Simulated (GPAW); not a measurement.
# zinc-blende (ZnS)₁₋ₓ(ZnSe)ₓ at x = 1: the Zn K absorption edge, part 2 of 2

What does the Zn K edge look like in zinc-blende (ZnS)₁₋ₓ(ZnSe)ₓ at x = 1?

GPAW 26.7.0; X-ray absorption from dipole matrix elements to empty bands, plane-wave PAW PBE.

So far. Step 2 (The field without a hole): The mesh shows a gap of 1.30 eV. The excited electron is kept all the same, so that all members of the series, with or without a gap, are treated alike.

**4. Spectrum with XCH, Zn atom 1**

The holes are 8.0 Å apart. In GPAW the data set carries the hole's charge, so charge=0 means a charged cell and charge=-1 a neutral one. The excited electron is kept in the cell, where it fills the lowest empty states and screens the hole. After the field has converged, empty bands are computed with the density fixed and the dipole matrix elements are summed.

The absorber has 4 Se at 2.45 Å (tetrahedral).

The input, xas.py:

```python
import numpy as np
from ase import Atoms
from ase.parallel import parprint, paropen
from gpaw import GPAW, PW, FermiDirac, Mixer, MixerDif, setup_paths
from gpaw.test import gen
setup_paths.insert(0, '.')
gen('Zn', name='fch1s', xcname='PBE', corehole=(1, 0, 1), write_xml=True)
from gpaw.mpi import world
world.barrier()

atoms = Atoms('ZnSeZnSeZnSeZnSeZnSeZnSeZnSeZnSe',
    cell=[[0, 5.668, 5.668],
     [5.668, 0, 5.668],
     [5.668, 5.668, 0]],
    scaled_positions=[[0, 0, 0],
     [0.125, 0.125, 0.125],
     [0, 0, 0.5],
     [0.125, 0.125, 0.625],
     [0, 0.5, 0],
     [0.125, 0.625, 0.125],
     [0, 0.5, 0.5],
     [0.125, 0.625, 0.625],
     [0.5, 0, 0],
     [0.625, 0.125, 0.125],
     [0.5, 0, 0.5],
     [0.625, 0.125, 0.625],
     [0.5, 0.5, 0],
     [0.625, 0.625, 0.125],
     [0.5, 0.5, 0.5],
     [0.625, 0.625, 0.625]],
    pbc=True)
atoms.calc = calc = GPAW(legacy_gpaw=True, mode=PW(400, force_complex_dtype=True), xc='PBE', setups={0: 'fch1s'},
    kpts={'size': (3, 3, 3), 'gamma': True}, occupations=FermiDirac(0.04),
    charge=-1, mixer=Mixer(0.1, 5, 50), maxiter=150,
    convergence={'density': 0.0001, 'eigenstates': 1e-6}, txt='scf.txt')
energy = atoms.get_potential_energy() + calc.get_reference_energy()
ef = calc.get_fermi_level()
out = dict(energy=energy, fermi=ef, forces=atoms.get_forces().tolist())
parprint(f'all-electron energy {energy:.4f} eV, Fermi level {ef:.4f} eV')
ev = np.array([[calc.get_eigenvalues(k, s) for k in range(len(calc.get_ibz_k_points()))] for s in range(calc.get_number_of_spins())])
out['homo'], out['lumo'], out['counts'] = ev[ev < ef].max(), ev[ev > ef].min(), sorted(set((ev < ef).sum((0, 2)).tolist()))
out['filled'] = (ev[:, 0] < ef).sum(1).tolist()

from ase.units import Ha
from gpaw.xas import dipole_matrix_elements
nb = int(calc.get_number_of_electrons() / 2) + 186
top, nb = nb, nb + 8 + nb // 12
nscf = calc.fixed_density(kpts={'size': (4, 4, 4), 'gamma': True}, nbands=nb,
    convergence={'bands': top, 'eigenstates': 5e-3}, maxiter=60, txt='nscf.txt')
cell = atoms.cell.array
ops = [cell.T @ U.T @ np.linalg.inv(cell.T) for U in nscf.wfs.kd.symmetry.op_scc]
filled = [72]  # bands filled in the ground state, by spin
E = np.arange(-6, 30, 0.1)
fwhm = np.interp(E, [4, 25], [1.67, 3.5])
Y, X, zero, highest = 0, 0, 1e9, 1e9
for spin in range(nscf.get_number_of_spins()):
    wfs = nscf.wfs
    mine = wfs.bd.get_slice()  # this rank's bands
    A = dipole_matrix_elements(wfs.setups[0])
    eps = np.zeros((wfs.kd.nibzkpts, nb))
    d = np.zeros((3, A.shape[1], wfs.kd.nibzkpts, nb), complex)
    for kpt in wfs.kpt_u:
        if kpt.s == spin and 0 in kpt.P_ani:
            eps[kpt.k, mine] = kpt.eps_n * Ha
            d[:, :, kpt.k, mine] = (kpt.weight * wfs.nspins / 2) ** 0.5 * np.inner(A, kpt.P_ani[0])
    world.sum(eps)
    world.sum(d)
    T = np.einsum('amkn,bmkn->abkn', d, d.conj()).real
    T = sum(np.einsum('ai,ijkn,bj->abkn', R, T, R) for R in ops) / len(ops)
    empty = np.ones_like(eps, bool) & (np.arange(nb) >= filled[spin])
    zero, highest = min(zero, eps[empty].min()), min(highest, eps[:, top - 1].min())
    lines = [(eps, T, empty)] if spin == 0 else lines + [(eps, T, empty)]
for eps, T, empty in lines:
    f = np.einsum('aakn->akn', T).reshape(3, -1)
    x = eps.ravel() - zero
    w = np.interp(x, E, fwhm) / 2.35482
    g = np.exp(-0.5 * ((E[:, None] - x) / w) ** 2) / (w * (2 * np.pi) ** 0.5)
    Y = Y + (f * empty.ravel()) @ g.T
    X = X + (f * ~empty.ravel()) @ g.T
out.update(E=E.round(2).tolist(), xas=Y.tolist(), xes=X.tolist(), zero=zero, valid=highest - zero, nk=len(eps), nb=nb)
for i in range(0, len(E), 10):
    parprint(f'{E[i]:7.2f}', *(f'{v:10.3e}' for v in Y[:, i]))
import json
with paropen('out.json', 'w') as f:
    json.dump(out, f)
```

The run is started by

```console
> OMP_NUM_THREADS=1 mpirun -n 4 gpaw python xas.py
```

Numbers of over 12 decimals in the logs are rounded to 6 here.

The log of the run:

```text
Input parameters:
  charge: -1
  convergence: {density: 0.0001,
                eigenstates: 1e-06}
  kpts: {gamma: True,
         size: (3, 3, 3)}
  maxiter: 150
  mixer: {backend: pulay,
          beta: 0.1,
          method: separate,
          nmaxold: 5,
          weight: 50}
  mode: {ecut: 400.0,
         force_complex_dtype: True,
         name: pw}
  occupations: {fixmagmom: False,
                name: fermi-dirac,
                width: 0.04}
  setups: {0: fch1s}
  xc: PBE

Initialize ...

[... PAW data sets ...]

Reference energy: -910020.097629  # eV

Spin-paired calculation

[... convergence settings ...]
Symmetries present (total): 24
  [... symmetry matrices ...]

27 k-points: 3 x 3 x 3 Monkhorst-Pack grid
4 k-points in the irreducible part of the Brillouin zone
       k-points in crystal coordinates                weights
   0:     0.00000000    0.00000000    0.00000000          1/27
   1:     0.33333333    0.33333333   -0.33333333         12/27
   2:     0.33333333    0.33333333    0.00000000          6/27
   3:     0.33333333    0.33333333    0.33333333          8/27

Wave functions: Plane wave expansion
  Cutoff energy: 400.000 eV
  Number of coefficients (min, max): 6605, 6616
  Pulay-stress correction: 0.000000 eV/Ang^3 (de/decut=0.000000)
  Using FFTW library
  Wavefunction extrapolation:
    Improved wavefunction reuse through dual PAW basis

Occupation numbers: Fermi-Dirac:
  width: 0.0400  # eV

Eigensolver
   Davidson(niter=2)

Densities:
  Coarse grid: 40*40*40 grid
  Fine grid: 80*80*80 grid
  Total Charge: 0.000000

Density mixing:
  Method: separate
  Backend: pulay
  Linear mixing parameter: 0.1
  old densities: 5
  Width of damping distribution: 1.1
  Damping of long wavelength oscillations: 50

[... Hamiltonian set-up ...]
Number of atoms: 16
Number of atomic orbitals: 104
Number of bands in calculation: 91
Number of valence electrons: 145
Bands to converge: occupied

... initialized

Initializing position-dependent things.

Density initialized from atomic densities
Creating initial wave functions:
  91 bands from LCAO basis set

                             Se

                    Se   Zn
                      Se
                Zn
             Se            Se
                  Zn
                  Se
         Zn            Zn
                    Se
              Zn
           Se   Zn

       Zn

Atomic positions and initial magnetic moments

Positions:
   0 Zn     0.000000    0.000000    0.000000    ( 0.0000,  0.0000,  0.0000)
   1 Se     1.417000    1.417000    1.417000    ( 0.0000,  0.0000,  0.0000)
   2 Zn     2.834000    2.834000    0.000000    ( 0.0000,  0.0000,  0.0000)
   3 Se     4.251000    4.251000    1.417000    ( 0.0000,  0.0000,  0.0000)
   4 Zn     2.834000    0.000000    2.834000    ( 0.0000,  0.0000,  0.0000)
   5 Se     4.251000    1.417000    4.251000    ( 0.0000,  0.0000,  0.0000)
   6 Zn     5.668000    2.834000    2.834000    ( 0.0000,  0.0000,  0.0000)
[...]
13 Se     4.251000    4.251000    7.085000    ( 0.0000,  0.0000,  0.0000)
  14 Zn     5.668000    5.668000    5.668000    ( 0.0000,  0.0000,  0.0000)
  15 Se     7.085000    7.085000    7.085000    ( 0.0000,  0.0000,  0.0000)

Unit cell:
           periodic     x           y           z      points  spacing
  1. axis:    yes    0.000000    5.668000    5.668000    40     0.1636
  2. axis:    yes    5.668000    0.000000    5.668000    40     0.1636
  3. axis:    yes    5.668000    5.668000    0.000000    40     0.1636

  Lengths:   8.015762   8.015762   8.015762
  Angles:   60.000000  60.000000  60.000000

Effective grid spacing dv^(1/3) = 0.1785

iter:   1   -57.946859
iter:   2   -56.546654   -0.42  -1.21
iter:   3   -54.665037   -1.04  -1.29
iter:   4   -54.660365   -1.85  -1.55
iter:   5   -54.654801c  -1.97  -1.58
iter:   6   -54.630262c  -2.92  -2.13
iter:   7   -54.619813c  -3.06  -2.23
iter:   8   -54.616033c  -3.95  -2.80
iter:   9   -54.615654c  -3.58  -2.90
iter:  10   -54.614098c  -4.51  -3.09
iter:  11   -54.614123c  -5.34  -3.46
iter:  12   -54.614087c  -5.18  -3.46
iter:  13   -54.614079c  -5.55  -3.65
iter:  14   -54.614085c  -6.43c -4.03c

Converged after 14 iterations.

Dipole moment: (-28.909446, -28.909446, -28.909446) |e|*Ang

Energy contributions relative to reference atoms: (reference = -910020.097629)

Kinetic:       +131.170455
Potential:     -113.695936
External:        +0.000000
XC:             -71.482724
Entropy (-ST):   -0.014394
Local:           -0.598683
SIC:             +0.000000
--------------------------
Free energy:    -54.621282
Extrapolated:   -54.614085

Showing only first 2 kpts
 Kpt  Band  Eigenvalues  Occupancy
  0    70      3.87637    2.00000
  0    71      3.87637    2.00000
  0    72      4.82493    2.00000
  0    73      5.88676    2.00000

  1    70      2.75140    2.00000
  1    71      3.49655    2.00000
  1    72      6.76473    0.00052
[...]
Fermi level: 6.43463

No gap
No difference between direct/indirect transitions

Forces in eV/Ang:
  0 Zn   -0.00000    0.00000   -0.00000
  1 Se    0.20883    0.20883    0.20883
  2 Zn   -0.00000   -0.00000   -0.15005
  3 Se   -0.20883   -0.20883    0.20883
  4 Zn    0.00000   -0.15005    0.00000
  5 Se   -0.20883    0.20883   -0.20883
  6 Zn    0.15005    0.00000   -0.00000
[...]
13 Se    0.00471    0.00471   -0.00471
 14 Zn    0.00000    0.00000    0.00000
 15 Se   -0.00471   -0.00471   -0.00471
Scalar-relativistic atomic PBE calculation for Zn (Zinc, Z=30)
Core hole in 1s state (1s occupation: 1.0)
600 radial gridpoints.
|------------------------------------------------|
|------------------------------------------------|
[... the atom generator's iteration count ...]

Energy contributions:
-------------------------
Kinetic:    +1457.970091
XC:           -62.631801
Potential:  -2834.535616
-------------------------
Total:      -1439.197326

state      eigenvalue         ekin         rmax
-----------------------------------------------
1s^1.0 :  -363.089361   458.784609        0.033
2s^2.0 :   -45.681210    90.109297        0.185
2p^6.0 :   -40.586365    89.039872        0.147
3s^2.0 :    -5.602745    20.202422        0.571
3p^6.0 :    -3.926114    18.237897        0.568
3d^10.0:    -1.022506    13.067112        0.532
4s^2.0 :    -0.591866     2.112153        1.874
4p^0.0 :    -0.335189     1.283448        2.317
-----------------------------------------------
(units: Bohr and Hartree)

Generating PAW setup
Kinetic energy of the core from tauc = 1335.832873827155
Cutoffs:
rc(s)=2.430
rc(p)=2.400
rc(d)=2.230
rc(vbar)=2.260
rc(comp)=2.200
rc(nct)=2.430

Kinetic energy of the core states: 1323.074664
Charge: 1.0
Core electrons: 17.0
Valence electrons: 12.0
Pseudo-core charge: 0.062099
Shape function alpha=2.066
Pseudo-electron charge 3.417638
state    eigenvalue         norm
--------------------------------
4s(2) :    -0.591866     1.201133
*s    :     0.408134
4p(0) :    -0.335189     1.021145
*p    :     0.664811
3d(10):    -1.022506     0.095327
*d    :    -0.022506
--------------------------------

Diagonalizing with gridspacing h=0.050

state   all-electron     PAW
-------------------------------
4s:      -0.591866    -0.592148
4p:      -0.335189    -0.335391
3d:      -1.022506    -1.022962
*f:                   -0.019081
-------------------------------
all-electron energy -910074.7117 eV, Fermi level 6.4346 eV
[...]
27.00  1.482e-07  1.482e-07  1.482e-07
  28.00  1.483e-07  1.483e-07  1.483e-07
  29.00  1.470e-07  1.470e-07  1.470e-07
```

Elapsed: 3.4 min, on 4 MPI ranks of Arm Neoverse N1, shared host; peak memory 0.54 GiB; 14 min of CPU time.

The Zn K spectrum, Zn atom 1, excited-electron core hole (neutral cell) (energy from the bottom of the conduction band, which holds the excited electron; intensity scaled to a mean of 1 over the first 20 eV):

```csv
E (eV),intensity
-2.0,0.00
-0.5,0.00
1.0,0.17
2.5,0.90
4.0,1.58
5.5,1.90
7.0,0.97
8.5,1.01
10.0,0.88
11.5,1.08
13.0,1.23
14.5,0.99
16.0,0.78
17.5,0.82
19.0,0.83
20.5,0.73
22.0,0.81
23.5,0.84
25.0,0.85
26.5,0.90
28.0,0.90
```

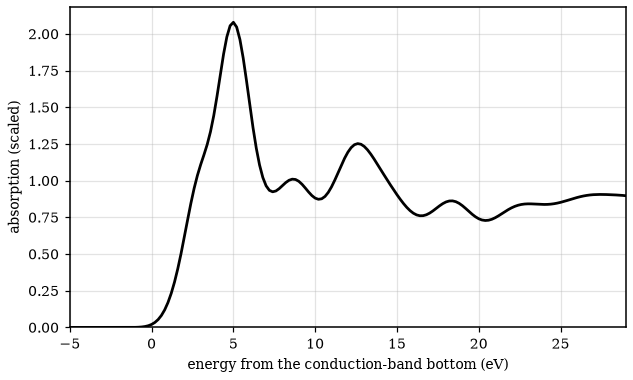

The Zn K edge, Zn atom 1, excited-electron core hole (neutral cell): main maxima at 5.0, 8.6 and 12.6 eV.

Main maxima below 28 eV (height): 5.0 eV (2.08), 8.6 eV (1.01), 12.6 eV (1.25) and 18.4 eV (0.86). A K edge sees empty p states on the absorber.

The total-energy difference is 9692.52 eV. One term is added: -30.96 eV, since the hole is spin-paired here and a spin-polarised one costs that much less in the free atom (computed apart). The photon energy is then 9661.56 eV. The tabulated edge of the element is 9659 eV. The functional leaves an error of a few eV in such absolute values.

**5. Summary of results**

* absorber and edge: Zn K, atom 1 of the ground-state input (counted from 1)
* surroundings: 4 Se at 2.45 Å (tetrahedral)
* highest intensity below 24 eV: 5.0 eV above the zero, height 2.08
* photon energy of the zero, with the added terms: 9661.6 eV (raw 9692.5 eV; uncertain by a few eV)

**Reading.** The Zn K edge of atom 1, with 4 Se at 2.45 Å (tetrahedral), has its highest intensity of the first 24 eV at 5.0 eV above the zero, near 9667 eV in photon energy (uncertain by a few eV), 2.1 times the mean level of the first 20 eV (Gaussian full width 1.67 eV up to 4 eV, rising linearly to 3.5 eV at 25 eV). The script folds with a Gaussian, whereas the core hole's own line is a Lorentzian, so the onset is too steep and the first peak too high.

[Banner, clock and machine lines of the logs are left out without a mark of their own.]

[Logs are printed without paths, hosts, clocks, repeated set-up lines and the standing remarks that a program may print on its own settings, such as how far it seeks lower states.]

[Hosts, paths, dates, database ids (printed as entryN), source tags and the programs' standing remarks are cut or masked in the printed files.]

[Lists of maxima count a maximum above −3 eV only where it reaches 4 % of the highest in the window and stands out from its surroundings by 2 % of it (1.5 % where it reaches 55 %); shoulders and weaker maxima are passed over, and of the rest the first, up to two pre-edge ones and the few strongest are named.]
